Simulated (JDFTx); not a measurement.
# Energy of Ru along an even scaling of the cell

System: Ru (2 atoms in the cell).
Method: Kohn-Sham DFT of a periodic cell, r2SCAN, SG15-PBE-1.2, no spin polarisation (JDFTx 1.7.0 (patched build)).

The 7 runs differ only in the geometry, by an even scaling of the cell at fixed fractional positions. The structure derives from an entry of the Crystallography Open Database.

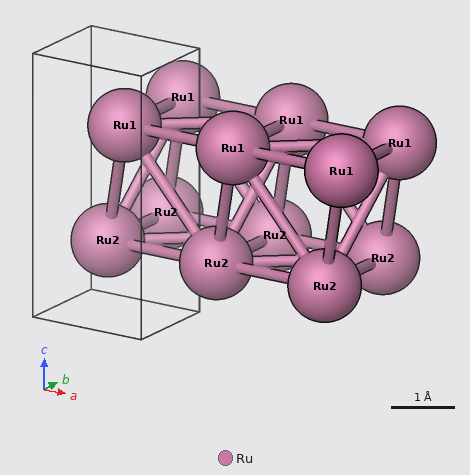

Figure 1. The structure of run 4 (ball-and-stick view of the cell of the calculation, repeated 3 × 2 × 1, seen slightly off an axis; atoms are numbered from 1 in the order of the input). An atom can appear more than once, as a periodic image.

### Input of run 4
```
lattice \
    5.1132209480    -2.5566104740     0.0000000000 \
    0.0000000000     4.4281792362     0.0000000000 \
    0.0000000000     0.0000000000     8.0916182930
coords-type Cartesian
ion Ru     2.5566104743     1.4760597453     6.0687137198 1
ion Ru    -0.0000000003     2.9521194910     2.0229045733 1

ion-species pseudo/Ru.upf
elec-cutoff 40 320
elec-ex-corr mgga-x-r2scan mgga-c-r2scan
kpoint-folding 6 6 3
elec-smearing Fermi 0.0018374661
elec-n-bands 23
electronic-SCF nIterations 100 energyDiffThreshold 1e-09
electronic-minimize nIterations 30 energyDiffThreshold 1e-7
forces-output-coords Cartesian

dump-name run.$VAR
dump End Ecomponents EigStats BandEigs Kpoints Forces Stress ElecDensity KEdensity
```

Command:
```bash
jdftx -c 1 -i Ru.in -o Ru.out
```

Lattice vectors (Å) and fractional positions of run 4:
```
   2.705800    0.000000    0.000000
  -1.352900    2.343292    0.000000
   0.000000    0.000000    4.281900
Ru  0.666667  0.333333  0.750000
Ru  0.333333  0.666667  0.250000
```

Run 6 differs from it as follows:
```diff
-    5.1132209480    -2.5566104740     0.0000000000 \
-    0.0000000000     4.4281792362     0.0000000000 \
-    0.0000000000     0.0000000000     8.0916182930
+    5.1805078874    -2.5902539436     0.0000000000 \
+    0.0000000000     4.4864514350     0.0000000000 \
+    0.0000000000     0.0000000000     8.1980991657
-ion Ru     2.5566104743     1.4760597453     6.0687137198 1
-ion Ru    -0.0000000003     2.9521194910     2.0229045733 1
+ion Ru     2.5902539440     1.4954838115     6.1485743743 1
+ion Ru    -0.0000000002     2.9909676235     2.0495247914 1
```

### Results, with one run withheld

```tsv
run	volume per atom (Å³)	free energy per atom, from the lowest run given (meV)	pressure (GPa)
1	12.760	41.39	20.68
2	13.032	13.96	11.84
3	13.303	0.68	3.96
4	13.575	0.00	−3.05
5	13.846	10.53	−9.28
6	14.118	?	?
7	14.389	60.36	−19.74
```

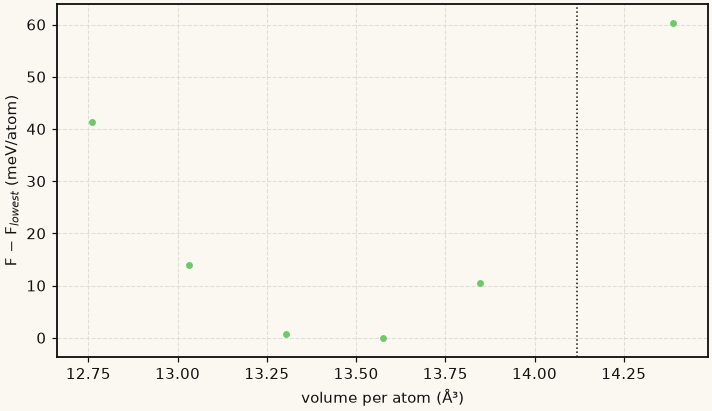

Figure 2. Free energy per atom of the runs given; the dotted line marks run 6.

Fit the runs given and predict run 6.

A cubic polynomial in V^(−2/3) (the Birch–Murnaghan form), fitted to the 6 runs given, misses them by at most 0.02 meV per atom. With x = V^(−2/3) − 0.17667 Å⁻², it reads F = −1.1367 − 240.75 x + 1.041e+06 x² + 2.2562e+06 x³ (meV per atom). At run 6 it gives 31.05 meV per atom, and the run itself gives 31.02. The slope of the fit gives a pressure −dF/dV of −14.82 GPa there, and the run prints −14.82 GPa. The fit has its minimum at 13.453 Å³ per atom, where V d²F/dV² gives 345 GPa. Cell shape and fractional positions are held, so this is the stiffness under even scaling; the relaxed bulk modulus wasn't computed.

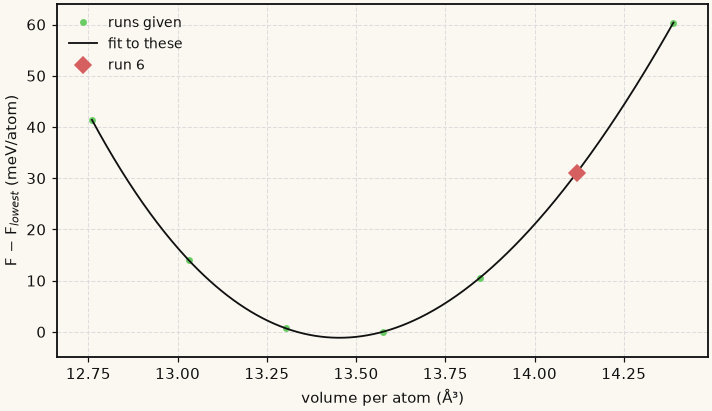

Figure 3. The fit and the withheld run.

### Some lines of the output (run 6)
```
[...]
unit cell volume = 190.541
     Etot =     -188.6312425806798103
        F =     -188.6316670731175691
	HOMO-LUMO gap: +0.004321
	Optical gap  : +0.014100 at state 3 ( [ +0.000000 +0.166667 +0.333333 ] spin 0 )
```

Notes: Points of doubt noted for this run: coarse mesh; metagga forces on grid. The k-point mesh is coarse for a cell of this size, so the results may not be converged.
